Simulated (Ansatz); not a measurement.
# What a change does: band-structure calculation on W

System: W (slab, 5 atoms in the cell).
Method of the first run: DFT PBE, spin-orbit coupling, plane waves, PAW (Ansatz 0.2.0).

Text and figures count atoms from 1; the logs count them from 0 in places.

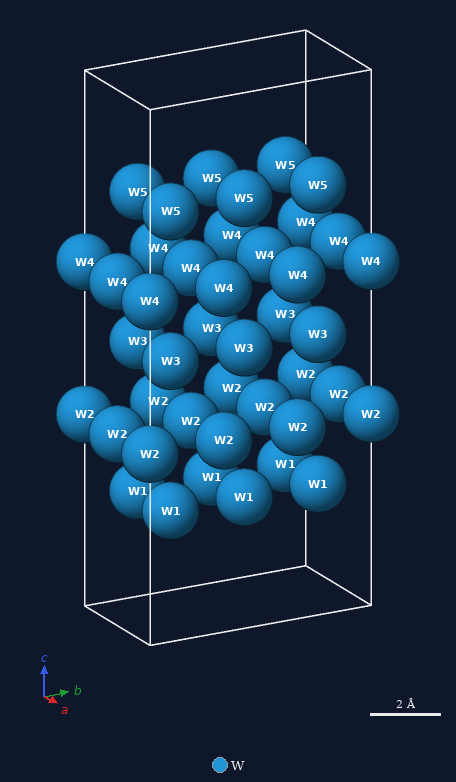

**Figure 1.** The input geometry (spheres-only view of the 2 × 3 repeat of the cell, with the vacuum cut short, seen slightly off an axis; atoms are numbered from 1 in the order of the input).

## The input, the first run
```yaml
crystal:
  lattice:
    - [2.7570339078, 0.0, 0.0]
    - [-0.9190113026, 2.5993564963, 0.0]
    - [0.0, 0.0, 24.004435037]
  atoms:
    - { symbol: W, position: [0.5, 0.5, 0.3156987569] }
    - { symbol: W, position: [0.0, 0.0, 0.4060198311] }
    - { symbol: W, position: [0.5, 0.5, 0.4999999976] }
    - { symbol: W, position: [0.0, 0.0, 0.5939801708] }
    - { symbol: W, position: [0.5, 0.5, 0.6843012437] }
basis:
  ecutwfc: 420
kpoints:
  mp_grid: { grid: [13, 13, 1] }
  band_path:
    path: [[0.5, 0, 0], [0, 0, 0], [0, 0.5, 0], [0.5, 0.5, 0], [0, 0, 0]]
    npoints: 12
hamiltonian:
  xc: pbe
scf:
  occupations: { method: gaussian, width: 0.1 }
  n_extra_bands: 32
output:
  forces: true
  eigenvalues: true
  populations: true
  fatbands: true
  write_density: true
  write_potential: true
  elf: true
  volumetric_format: npy
magnetization:
  noncollinear: true
  spin_orbit: true
efield:
  axis: 3
  dipole_correction: true
  ramp_width: 0.04
```

Launched with:
```bash
ansatz run input.yaml --threads 2 --pin off --max-ram 5632MiB --backend cpu --events-out ev --progress --plain --runs-dir out
```

Hardware: 2 threads of Arm Neoverse V1, 24 GiB of memory available, shared host.

## Output, shortened to warnings, some set-up lines, iterations and results (the first run)
```
WARN: The output density's exchange-correlation potential varies sharply where the density is thin. Do not read a vacuum level from v_tot or v_xc, or from such a field of the output density. On a cell that repeats whose density bears no net charge and no dipole along the vacuum's axis use v_es (v_loc + v_h of the components); under efield.dipole_correction with no amplitude use v_es + v_field, …
Basis set: ecut = 420 eV, 3415 PW (Γ), exchange–correlation on 40×40×324 points (8 copies of the dense FFT grid, shifted against one another)
Symmetry: 4 space group operations + 4 with time reversal
k-points: 49 of 169
Initial density: superposition of atomic densities (neutral atoms: chi_scale 0, normalization atom)
[...]
SCF iter   1: F=—  HF=-52046.370471 eV  |F-HF|=—  |Δ(HF+E_count)|=         —  Δρ=4.54e-2  dr2=1.41e1  dr2_m=0.00e0 (ungated)  ethr=3.10e-3  |M|=0.00e0 ∫|m|=0.00e0 μB  …
SCF iter   2: F=—  HF=-52045.424708 eV  |F-HF|=—  |Δ(HF+E_count)|=   9.46e-1  Δρ=2.88e-2  dr2=7.17e0  dr2_m=0.00e0 (ungated)  ethr=3.10e-3  |M|=0.00e0 ∫|m|=0.00e0 μB  …
SCF iter   3: F=—  HF=-52044.543942 eV  |F-HF|=—  |Δ(HF+E_count)|=   8.81e-1  Δρ=6.03e-3  dr2=2.23e-1  dr2_m=0.00e0 (ungated)  ethr=3.10e-3  |M|=0.00e0 ∫|m|=0.00e0 μB  …
SCF iter   4: F=—  HF=-52044.513844 eV  |F-HF|=—  |Δ(HF+E_count)|=   3.01e-2  Δρ=1.71e-3  dr2=6.64e-3  dr2_m=0.00e0 (ungated)  ethr=3.18e-4  |M|=0.00e0 ∫|m|=0.00e0 μB  …
SCF iter   5: F=—  HF=-52044.514746 eV  |F-HF|=—  |Δ(HF+E_count)|=   9.02e-4  Δρ=5.60e-4  dr2=7.13e-4  dr2_m=0.00e0 (ungated)  ethr=9.49e-6  |M|=0.00e0 ∫|m|=0.00e0 μB  …
SCF iter   6: F=—  HF=-52044.514854 eV  |F-HF|=—  |Δ(HF+E_count)|=   1.08e-4  Δρ=1.60e-4  dr2=1.44e-4  dr2_m=0.00e0 (ungated)  ethr=1.02e-6  |M|=0.00e0 ∫|m|=0.00e0 μB  …
SCF iter   7: F=—  HF=-52044.514865 eV  |F-HF|=—  |Δ(HF+E_count)|=   1.16e-5  Δρ=5.75e-5  dr2=1.10e-5  dr2_m=0.00e0 (ungated)  ethr=2.06e-7  |M|=0.00e0 ∫|m|=0.00e0 μB  …
SCF iter   8: F=—  HF=-52044.515133 eV  |F-HF|=—  |Δ(HF+E_count)|=   2.67e-4  Δρ=1.59e-5  dr2=6.04e-7  dr2_m=0.00e0 (ungated)  ethr=1.58e-8  |M|=0.00e0 ∫|m|=0.00e0 μB  …
SCF iter   9: F=—  HF=-52044.515133 eV  |F-HF|=—  |Δ(HF+E_count)|=   4.66e-7  Δρ=6.34e-6  dr2=1.28e-7  dr2_m=0.00e0 (ungated)  ethr=1.43e-10  |M|=0.00e0 ∫|m|=0.00e0 μB  …
SCF iter  10: F=-52044.515133 eV  HF=-52044.515133 eV  |F-HF|=1.26e-8  |Δ(HF+E_count)|=   5.24e-8  Δρ=1.97e-6  dr2=7.98e-9  dr2_m=0.00e0 (ungated)  ethr=1.43e-10  |M|=0.00e0 …
SCF 1 converged in 10 iterations: F = -52044.515133 eV  dr2 = 7.98e-9
NSCF: frozen V_eff on 49 k-points
efield: sawtooth ramp at fractional position 0.9800 (kept from the solve that this one continues, or follows in the run), width 0.0400; the density the first Hamiltonian is built on has a dipole p = 0.000 e·Å; the dipole correction subtracts the counter field D = 1.36e-7 V/Å, which shifts the + …
[...]
```

For the second run the input was changed thus:
```diff
-  n_extra_bands: 32
+  n_extra_bands: 16
-magnetization:
-  noncollinear: true
-  spin_orbit: true
```

Predict how the results change.

Spin–orbit coupling is switched off. The total energies belong to different models, so their difference says nothing on which is more stable or more accurate. The largest force goes from 0.070 to 0.020 eV/Å. The SCF takes 7 iterations against 10. On the same kind of shared host the second run took about 0.12 times as long.

## Output, shortened to warnings, some set-up lines, iterations and results (the second run)
```
WARN: The output density's exchange-correlation potential varies sharply where the density is thin. Do not read a vacuum level from v_tot or v_xc, or from such a field of the output density. On a cell that repeats whose density bears no net charge and no dipole along the vacuum's axis use v_es (v_loc + v_h of the components); under efield.dipole_correction with no amplitude use v_es + v_field, …
Basis set: ecut = 420 eV, 3415 PW (Γ), exchange–correlation on 40×40×324 points (8 copies of the dense FFT grid, shifted against one another)
Symmetry: 4 space group operations
k-points: 49 of 169
Initial density: superposition of atomic densities (neutral atoms: chi_scale 0, normalization atom), corrected by the library's trained network
[...]
SCF iter   1: F=—  HF=-51921.232742 eV  |F-HF|=—  |Δ(HF+E_count)|=         —  Δρ=6.74e-3  dr2=8.91e-1  ethr=1.77e-3  p=0.000 e·Å  D=2.15e-9 V/Å  ΔV_dip=-0.00 eV  …
SCF iter   2: F=—  HF=-51921.203702 eV  |F-HF|=—  |Δ(HF+E_count)|=   2.90e-2  Δρ=2.54e-3  dr2=3.01e-2  ethr=1.27e-3  p=-0.000 e·Å  D=-1.35e-5 V/Å  ΔV_dip=0.00 eV  …
SCF iter   3: F=—  HF=-51921.200468 eV  |F-HF|=—  |Δ(HF+E_count)|=   3.23e-3  Δρ=8.39e-4  dr2=4.58e-3  ethr=4.30e-5  p=0.000 e·Å  D=2.60e-6 V/Å  ΔV_dip=-0.00 eV  …
SCF iter   4: F=—  HF=-51921.200090 eV  |F-HF|=—  |Δ(HF+E_count)|=   3.78e-4  Δρ=1.86e-4  dr2=1.98e-4  ethr=6.54e-6  p=0.000 e·Å  D=1.19e-6 V/Å  ΔV_dip=-0.00 eV  …
SCF iter   5: F=—  HF=-51921.200082 eV  |F-HF|=—  |Δ(HF+E_count)|=   8.15e-6  Δρ=5.84e-5  dr2=7.70e-6  ethr=2.82e-7  p=0.000 e·Å  D=1.00e-6 V/Å  ΔV_dip=-0.00 eV  …
SCF iter   6: F=—  HF=-51921.200039 eV  |F-HF|=—  |Δ(HF+E_count)|=   4.29e-5  Δρ=1.55e-5  dr2=1.67e-6  ethr=1.10e-8  p=0.000 e·Å  D=2.99e-7 V/Å  ΔV_dip=-0.00 eV  …
SCF iter   7: F=-51921.200039 eV  HF=-51921.200039 eV  |F-HF|=5.79e-8  |Δ(HF+E_count)|=   1.15e-7  Δρ=5.56e-6  dr2=8.57e-8  ethr=1.43e-10  p=0.000 e·Å  D=1.72e-7 V/Å  …
SCF 1 converged in 7 iterations: F = -51921.200039 eV  dr2 = 8.57e-8
NSCF: frozen V_eff on 49 k-points
efield: sawtooth ramp at fractional position 0.9800 (kept from the solve that this one continues, or follows in the run), width 0.0400; the density the first Hamiltonian is built on has a dipole p = 0.000 e·Å; the dipole correction subtracts the counter field D = 1.72e-7 V/Å, which shifts the + …
[...]
```

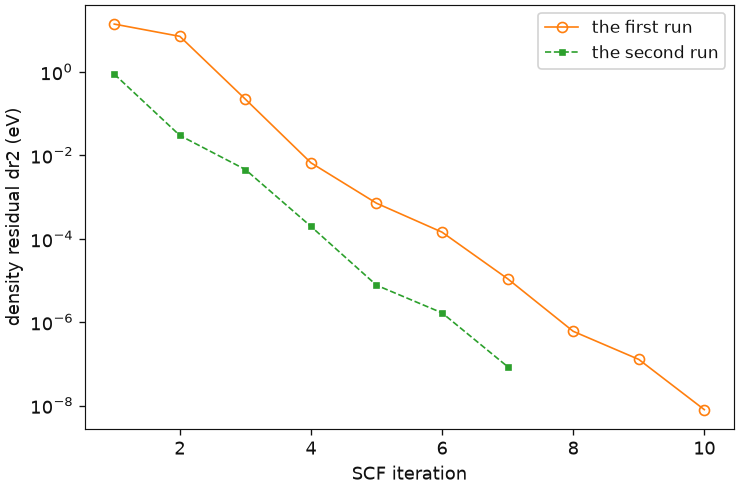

**Figure 2.** Convergence of the two runs: density residual dr2 against the SCF iteration. The first run takes 10 iterations in all, and the second run takes 7.

## The two runs side by side

| quantity | the first run | the second run |
| --- | --- | --- |
| outcome | converged | converged |
| free energy per atom (eV) | −10408.9030 | −10384.2400 |
| energy per atom, smearing taken to zero (eV) | −10408.9014 | −10384.2383 |
| gap on the mesh (eV) | 0.00 | 0.00 |
| net moment of the cell (μB) | 0.00 | – |
| absolute moment of the cell (μB) | 0.00 | – |
| work function (eV) | 4.80 | 4.77 |
| largest force (eV/Å) | 0.070 | 0.020 |
| SCF iterations | 10 | 7 |
| irreducible k-points | 49 | 49 |
| plane waves at Γ | 3415 | 3415 |
| wall time (shared host) | 7.5 min | 55 s |

For both runs: Warnings: the exchange-correlation potential is rough where the density is thin. For the second run: Spin–orbit coupling is left out, which matters for W.
